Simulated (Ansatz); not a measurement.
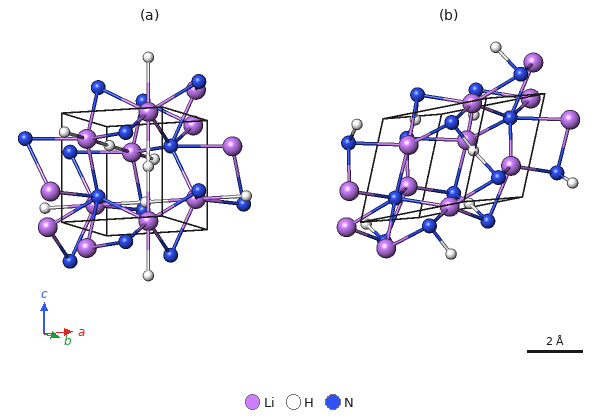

The structure of a crystal of Li$_{3}$H$_{3}$N$_{2}$ (built on the V3Cr3Si2-155 type type) before (left) and after (right) a relaxation, at one scale.

A ball-and-stick model of the cell of the calculation, seen from a free direction.

Computed with DFT, PBEsol, plane waves, PAW in Ansatz 0.2.0.

Input
```yaml
crystal:
  lattice:
    - [2.86165872, 1.65217943, 2.33878914]
    - [-2.86165872, 1.65217943, 2.33878914]
    - [0.0, -3.30435886, 2.33878914]
  atoms:
    - { symbol: Li, position: [0.7497256, 0.25027439, 0.0] }
    - { symbol: Li, position: [0.25027439, 0.0, 0.7497256] }
    - { symbol: Li, position: [0.0, 0.7497256, 0.2502744] }
    - { symbol: H, position: [0.74976393, 0.25023607, 0.5] }
    - { symbol: H, position: [0.25023607, 0.5, 0.74976393] }
    - { symbol: H, position: [0.5, 0.74976393, 0.25023607] }
    - { symbol: "N", position: [0.25083059, 0.25083059, 0.25083059] }
    - { symbol: "N", position: [0.74916941, 0.74916941, 0.74916941] }
kpoints:
  mp_grid: { grid: [6, 6, 6] }
hamiltonian:
  xc: pbesol
scf:
  occupations: { method: fermi_dirac, width: 0.03 }
relax:
  f_tol: 0.01
  cell: {}
  max_steps: 120
```

Command:
```bash
ansatz run input.yaml --threads 4 --pin off --max-ram 4608MiB --backend cpu --events-out ev --progress --plain --runs-dir out
```

> Summarise the run.

Over 16 accepted moves (19 points after the start) the energy falls by 972 meV per atom. The largest force component goes from 0.53 to 0.00028 eV/Å. Pressure: −17.21 GPa at the start and 0.01 GPa at the end. At 3 points the geometry stayed and the basis and grid were re-selected for the new cell (energy shift of 11.8 meV per atom at most each time). The largest moves relative to the cell, 0.97 Å, are those of H4, H5 and H6. H5 goes along [−1 0 1]. Largest moves by element: H 0.97 Å, N 0.56 Å, Li 0.30 Å. The volume changes by −18.2 %, with a = b = c 4.048 → 3.977 Å (−1.8 %), α 90.0° → 70.7°, β 90.0° → 70.7°, γ 90.0° → 70.7°. Among the contacts that change: H4–N7 2.265 → 1.353 Å, Li1–H5 2.480 → 1.735 Å, Li1–Li2 2.479 → 2.962 Å, Li1–H4 2.024 → 2.362 Å. New bonds form, among them: Li1–H5 (2.48 → 1.73 Å), Li1–H6 (2.48 → 1.73 Å), Li2–H4 (2.48 → 1.73 Å), Li2–H6 (2.48 → 1.73 Å). Bond angles that change, for instance: Li1–N7–Li2 113.7° → 84.1°, N7–Li2–N8 101.5° → 130.8°, N7–Li2–N8 101.6° → 78.2°. The space group stays R32 (No. 155). Cost: 22 s on 4 threads of Arm Neoverse V1, with other jobs on the host, peak memory 0.39 GiB.
